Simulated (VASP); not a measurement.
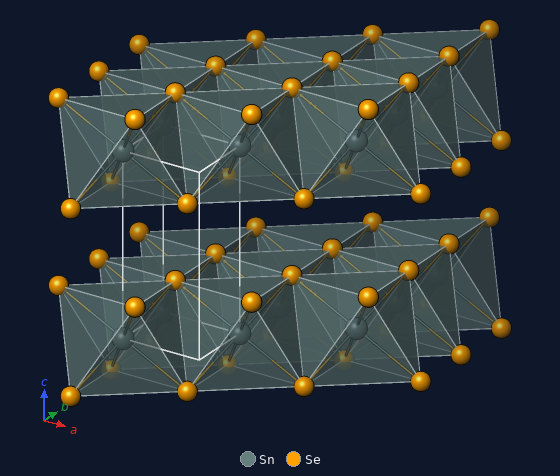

Polyhedra are drawn about Sn (bonds: Se–Sn below 3.1 Å); other atoms are plain spheres.

The compound is SnSe₂ (space group P-3m1, No. 164), taken as the geometry relaxed with VASP Kohn-Sham DFT of a periodic cell, r2SCAN with D3(BJ), VASP PAW PBE potentials, recommended (VASP 6.6.1).

Sharing among the drawn polyhedra:

```csv
site,polyhedron,corner-sharing neighbours,edge-sharing,face-sharing,bond (Å)
Sn,SnSe6 octahedron,0,6,0,2.71
```

They form layers of edge-sharing octahedra parallel to (001).
